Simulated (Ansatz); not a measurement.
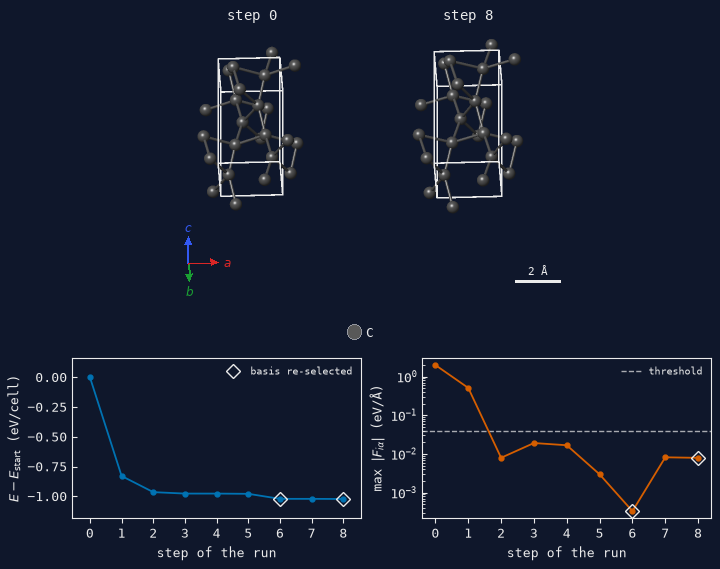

First and last geometry of a relaxation of crystalline C (a generated structure, set up in I4_122) (coarse preliminary run), with the history of the run. The picture is a ball-and-stick view of the conventional cell (2 times the calculation's cell), seen from a free direction. Lengths and directions refer to the drawn axes.

These are results of DFT PBE, scalar-relativistic, plane waves, PAW (Ansatz 0.2.0), not measurements.

Input
```yaml
crystal:
  lattice:
    - [-1.3885943, 1.3885943, 2.76956236]
    - [1.3885943, -1.3885943, 2.76956236]
    - [1.3885943, 1.3885943, -2.76956236]
  atoms:
    - { symbol: C, position: [0.375, 0.98638201, 0.11138201] }
    - { symbol: C, position: [0.73638201, 0.125, 0.11138201] }
    - { symbol: C, position: [0.01361799, 0.625, 0.88861799] }
    - { symbol: C, position: [0.875, 0.26361799, 0.88861799] }
basis:
  ecutwfc: 420
kpoints:
  mp_grid: { grid: [8, 8, 8] }
hamiltonian:
  xc: pbe
scf:
  occupations: { method: gaussian, width: 0.1 }
  lower_state_search: "off"
output:
  forces: true
  stress: true
  eigenvalues: true
relax:
  adjacent_minimum: "off"
  f_tol: 0.04
  max_steps: 70
  cell: { stress_tol: 0.4 }
```

Run as
```bash
ansatz run input.yaml --threads 1 --pin off --max-ram 2560MiB --backend cpu --events-out ev --progress --plain --runs-dir out
```

Q: Read the history and describe the run.

A: It converged. After 6 accepted moves (8 points after the start) the energy has fallen by 1.022 eV per cell of the calculation. The largest force component goes from 2 to 0.0079 eV/Å. Pressure: 77.47 GPa at the start and 0.10 GPa at the end. At 2 points the geometry stayed and the basis and grid were re-selected for the new cell (energy shift of 42.1 meV per cell of the calculation at most each time). The largest moves relative to the cell, 0.043 Å, are those of C1, C2, C3 and C4. C3 goes along −b. The volume changes by +17.9 %, with a = b 2.777 → 2.915 Å (+5.0 %), c 5.539 → 5.927 Å (+7.0 %). Some distances before and after: C1–C2 1.452 → 1.570 Å, C1–C4 1.588 → 1.627 Å. Among the angles between lasting bonds that change: C3–C2–C3 122.0° → 127.2°, C1–C2–C4 155.4° → 152.9°. The space group stays I4_122 (No. 98).
